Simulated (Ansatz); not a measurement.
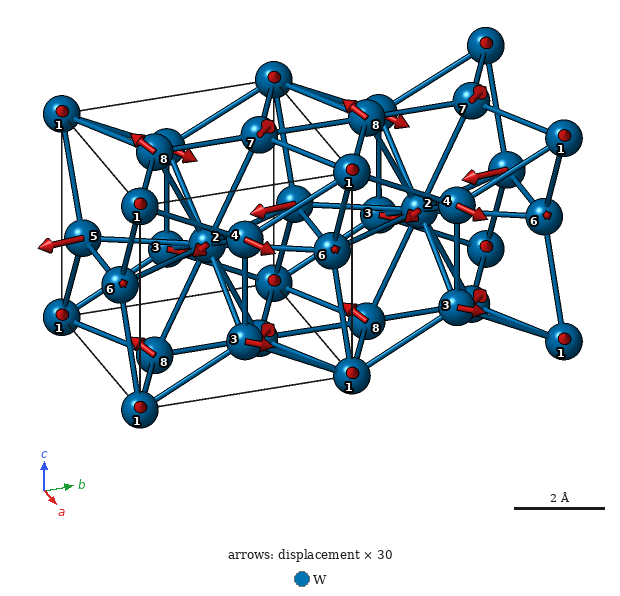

This is a relaxation of solid W (set up in P1). The starting structure is drawn; red arrows show the displacements, 30 times their true length.

Style: ball-and-stick. Shown: the cell of the calculation, repeated 1 × 2 × 1 with one cell outlined, from a free direction.

Case: all atoms moved at random, sigma 0.02 Å for each component; relaxed back.

These are results of DFT PBEsol, scalar-relativistic, plane waves, PAW (Ansatz 0.2.0), not measurements.

Input file:
```yaml
crystal:
  lattice:
    - [5.0320434148, 0.0, 0.0]
    - [0.0, 5.0320434148, 0.0]
    - [0.0, 0.0, 5.0320434148]
  atoms:
    - { symbol: W, position: [-0.0015670077, 0.0003224521, -0.0018832945] }
    - { symbol: W, position: [0.5012487478, 0.5019248958, 0.5023883325] }
    - { symbol: W, position: [-0.00175081, 0.4959920584, 0.250798851] }
    - { symbol: W, position: [-0.0038917328, 0.4964998347, 0.7511850772] }
    - { symbol: W, position: [0.2486257894, 0.0076841037, 0.4997756527] }
    - { symbol: W, position: [0.7501618888, -0.0013815158, 0.4997298437] }
    - { symbol: W, position: [0.5034302473, 0.7464013923, -0.0001769852] }
    - { symbol: W, position: [0.5037428773, 0.2525567789, -0.0018174773] }
basis:
  ecutwfc: 420
kpoints:
  mp_grid: { grid: [8, 8, 8] }
hamiltonian:
  xc: pbesol
scf:
  occupations: { method: gaussian, width: 0.15 }
output:
  forces: true
  stress: true
  eigenvalues: true
relax:
  adjacent_minimum: "off"
  f_tol: 0.01
  max_steps: 80
```

Launched with:
```bash
ansatz run input.yaml --threads 2 --pin off --max-ram 5120MiB --backend cpu --events-out ev --progress --plain --runs-dir out
```

Question: Describe the change and its energy.

Answer: The energy falls by 5.8 meV per atom in 2 accepted moves (3 points after the start). Largest force component: 0.72 eV/Å at the start, 0.00014 eV/Å at the end. The line search rejected the trial step at point 1 of the run. W5 moves most: 0.039 Å roughly along [1 −3 0]. The lattice vectors keep their values. Some distances before and after: W4–W5 3.136 → 3.081 Å, W3–W5 3.032 → 3.081 Å, W3–W5 (another image) 3.128 → 3.081 Å, W4–W5 (another image) 3.044 → 3.081 Å. Among the angles between lasting bonds that change: W5–W6–W5 177.9° → 180.0°. Within 0.06 Å the space group is Pm at the start and Pm-3n at the end; at a tighter tolerance small leftover displacements or strains of the cell lower it. Cost: 6.8 min on 2 threads of Arm Neoverse V2, on a shared host, peak memory 1.6 GiB.
